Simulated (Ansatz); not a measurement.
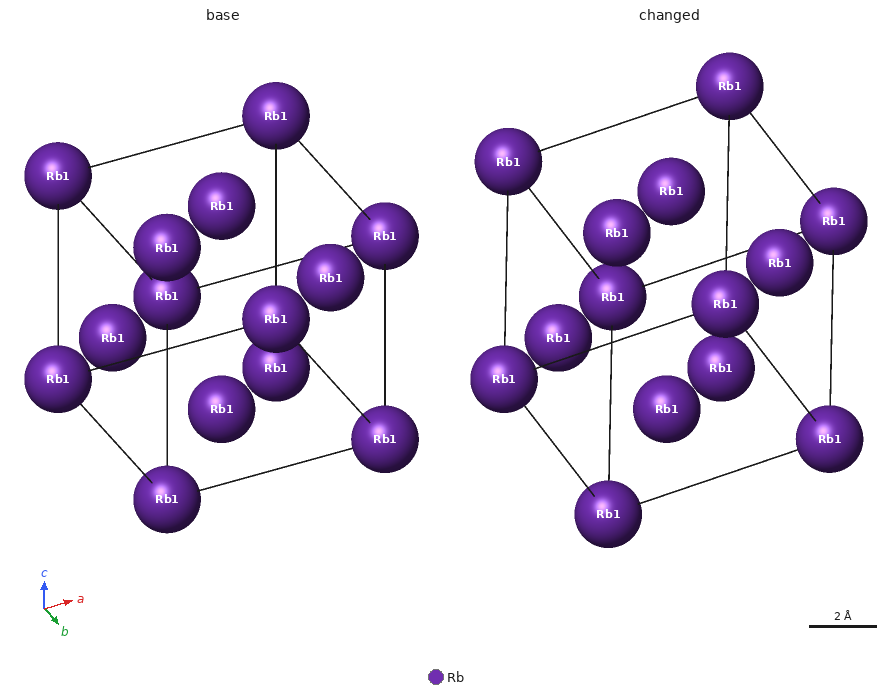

Left: a symmetric starting cell of Rb. Right: the same structure after one change, at the same scale. The picture is a spheres-only view of the conventional cell (4 times the calculation's cell), seen from a free direction. Lengths and directions refer to the drawn axes.

These are results of DFT PBEsol, scalar-relativistic, plane waves, PAW in Ansatz, not measurements. Set-up: plane-wave cutoff 420 eV; k-point mesh 9 × 10 × 9; occupations gaussian; smearing width 0.1 eV; no spin polarisation.

Question: What was changed?

Answer: The cell is strained by +11.5 % along [1 −1 1] and −0.5 % across it (volume +10.5 %), the atoms keeping their fractional coordinates. No relaxation follows. The starting cell wasn't computed here and needn't be at equilibrium, so pressure and forces aren't due to the change alone.

Question: And its effect?

Answer: Some distances before and after: Rb–Rb 5.148 → 5.124 to 5.544 Å. The space group (tolerance 0.01 Å) goes from Fm-3m (No. 225) to R-3m (No. 166). The pressure is −0.4 GPa (not all of it need come from the change, since the unchanged cell can be under pressure at this level too). The principal stresses (compression positive) are −0.6 GPa along [1 −1 1] and −0.3 GPa across it. All forces vanish by symmetry.
